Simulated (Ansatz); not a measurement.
**SnO2: density, localisation and related maps**

Input

```
crystal:
  lattice:
    - [5.8949108503, 0.0, 0.0]
    - [-2.9474554252, 5.1051425494, 0.0]
    - [0.0, 0.0, 6.5733280184]
  atoms:
    - { symbol: Sn, position: [0.0, 0.5, 0.3333333333] }
    - { symbol: Sn, position: [0.5, 0.5, 0.6666666667] }
    - { symbol: Sn, position: [0.5, 0.0, 0.0] }
    - { symbol: O, position: [0.6071642333, 0.8035821166, 0.8333333333] }
    - { symbol: O, position: [0.8035821166, 0.6071642333, 0.5] }
    - { symbol: O, position: [0.8035821166, 0.1964178834, 0.1666666667] }
    - { symbol: O, position: [0.3928357667, 0.1964178834, 0.8333333333] }
    - { symbol: O, position: [0.1964178834, 0.3928357667, 0.5] }
    - { symbol: O, position: [0.1964178834, 0.8035821166, 0.1666666667] }
basis:
  ecutwfc: 420
kpoints:
  mp_grid: { grid: [6, 6, 4] }
hamiltonian:
  xc: lda
scf:
  occupations: { method: gaussian, width: 0.02 }
output:
  forces: true
  stress: true
  eigenvalues: true
  write_density: true
  write_potential: true
  elf: true
  volumetric_format: npy
relax:
  adjacent_minimum: "off"
  f_tol: 0.01
  max_steps: 60
  cell: { stress_tol: 0.1 }
```

Run with:

```sh
ansatz run input.yaml --threads 2 --pin off --max-ram 5120MiB --backend cpu --events-out ev --progress --plain --runs-dir out
```

Below, planes, directions and counts refer to the conventional cell (a = 5.90 Å, b = 5.90 Å, c = 6.57 Å, α = 90.00°, β = 90.00°, γ = 120.00°).

The fields are those of the run's last geometry, not of the input's.

Space group P6₄22.

Computed with DFT LDA, scalar-relativistic, plane waves, PAW in Ansatz.

The density is the valence pseudo-density of a PAW calculation; it isn't the true density close to the nuclei.

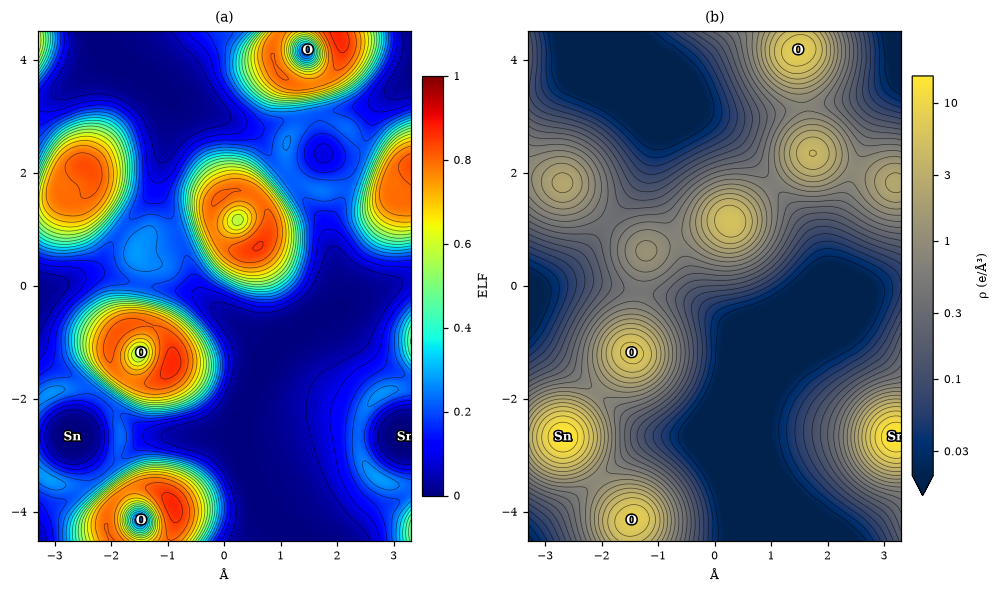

Figure 1. (a) electron localisation function; (b) valence pseudo-density on the (101) plane of the conventional cell.

> Interpret the plot.

The plane passes through Sn and O nuclei. Atoms just off the plane (Sn, 0.6 Å away and O, 0.3 Å away) can leave unmarked features too. Sn–O (1.92 Å): ρ is about 0.9 e/Å³ halfway; the ELF peaks at about 0.75 in the valence shell of O, 0.6 Å from its nucleus, and is about 0.25 at the midpoint: no shared electron pair shows on this line. Between the atoms the lowest density in this plane is 0.004 e/Å³. The ELF also peaks beside O, away from the bonds: lone-pair regions.

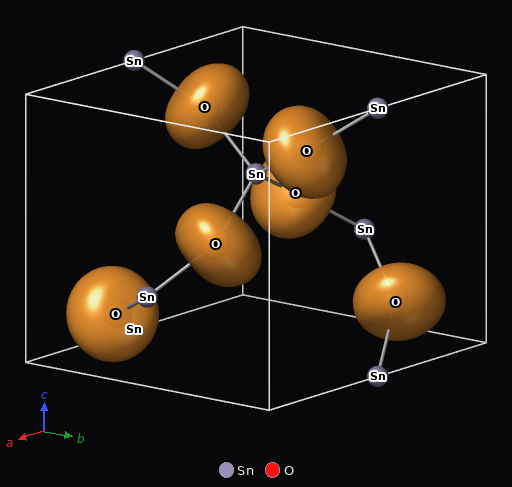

Figure 2. Isosurface of the ELF at 0.65 (orange), seen at an oblique angle. Only the valence region is drawn (cores and ρ < 0.01 e/Å³ removed). Sticks mark near contacts.

> Identify the bonds, lone pairs and shells in this picture.

The ELF exceeds this value in six regions wrapped around O (the valence shell of each), counted in one cell of 9 atoms. Regions shared between cells count once.

> Does the calculation make it a metal, or give it a gap?

It is gapped, with a Kohn–Sham gap of 2.0 eV on the k-point mesh (the band edges may lie off the mesh, which would make the gap smaller).
